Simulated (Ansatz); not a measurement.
# Calculations on NaCl

### A change

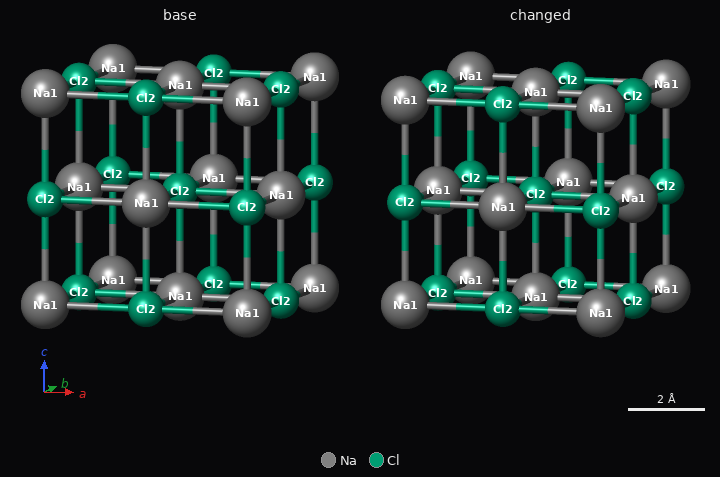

Left: a symmetric starting cell of NaCl. Right: the same structure after one change, at the same scale. Style: ball-and-stick. Shown: the conventional cell (4 times the calculation's cell), slightly off an axis. Lengths and directions refer to the drawn axes.

The calculation used DFT LDA, scalar-relativistic, plane waves, PAW in Ansatz. Settings: plane-wave cutoff 420 eV; k-point mesh 8 × 8 × 8; occupations gaussian; smearing width 0.02 eV; no spin polarisation.

### What distinguishes the right structure from the left one?

All lengths are scaled by −3.2 % (volume −9.2 %), the atoms keeping their fractional coordinates. No relaxation follows. The starting cell wasn't computed here and needn't be at equilibrium, so pressure and forces aren't due to the change alone.

### And its effect?

The pressure is −0.3 GPa (not all of it need come from the change, since the unchanged cell can be under pressure at this level too). All forces vanish by symmetry. Among the bonded contacts that change: Cl–Na 2.832 → 2.742 Å. The space group stays Fm-3m (No. 225).

### A change

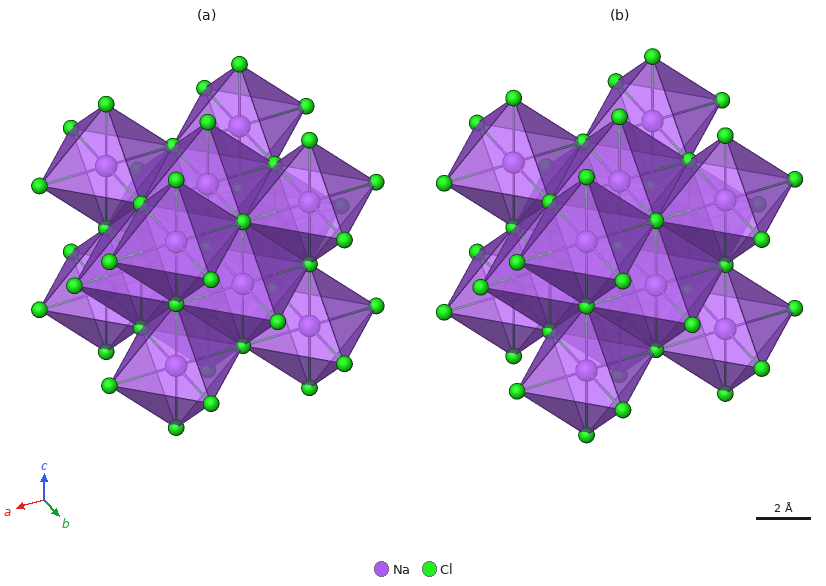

Left: a symmetric starting cell of NaCl. Right: the same structure after one change, at the same scale. Style: polyhedral. Shown: the conventional cell (4 times the calculation's cell), from a free direction. Lengths and directions refer to the drawn axes.

These are results of DFT PBEsol, scalar-relativistic, plane waves, PAW (Ansatz 0.2.0), not measurements. (plane-wave cutoff 420 eV; k-point mesh 8 × 8 × 8; occupations gaussian; smearing width 0.02 eV; no spin polarisation)

What was changed?

All lengths are scaled by +4.1 % (volume +13.0 %), the atoms keeping their fractional coordinates. No relaxation follows. The starting cell wasn't computed here and needn't be at equilibrium, so pressure and forces aren't due to the change alone.

How do the computed properties respond?

The pressure is −2.8 GPa (not all of it need come from the change, since the unchanged cell can be under pressure at this level too). All forces vanish by symmetry. Among the bonded contacts that change: Cl–Na 2.832 → 2.949 Å. The space group stays Fm-3m (No. 225).

### Distortion

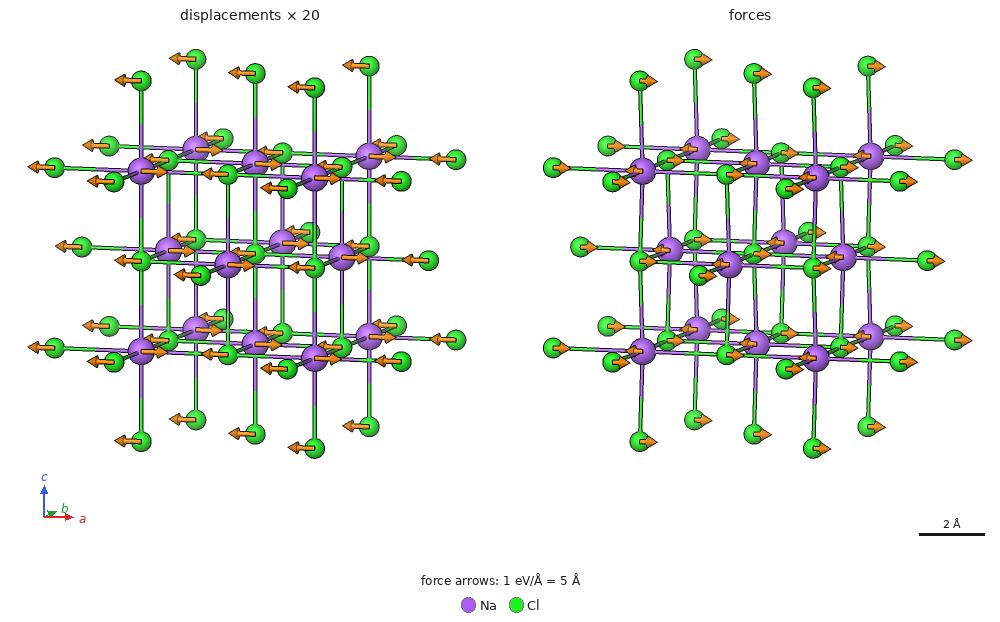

Left: a symmetric starting cell of NaCl, with orange arrows for the displacements applied to it. Right: the displaced structure with the computed forces. Style: ball-and-stick. Shown: the conventional cell (4 times the calculation's cell), slightly off an axis. Lengths and directions refer to the drawn axes.

All numbers below come from DFT PBE, scalar-relativistic, plane waves, PAW (Ansatz 0.2.0). (plane-wave cutoff 420 eV; k-point mesh 8 × 8 × 8; occupations gaussian; smearing width 0.02 eV; no spin polarisation)

> How do the forces relate to the distortion?

Atoms are displaced by up to 0.05 Å (root mean square over those that move 0.04 Å): Cl 0.04 Å along −a, Na 0.05 Å along +a. No relaxation follows. The starting cell wasn't computed here and needn't be at equilibrium, so pressure and forces aren't due to the change alone. Near-neighbour distances before and after: Cl–Na 2.832 → 2.742 to 2.922 Å. The space group (tolerance 0.01 Å) goes from Fm-3m (No. 225) to I4mm (No. 107). The pressure is 0.5 GPa (not all of it need come from the change, since the unchanged cell can be under pressure at this level too). The principal stresses (compression positive) are 0.7 GPa along a and 0.4 GPa across it. The largest forces, 0.12 eV/Å, act on Na and Cl; on the Cl atom it points along +a. The forces point straight back along the displacements (cosine −1.00).
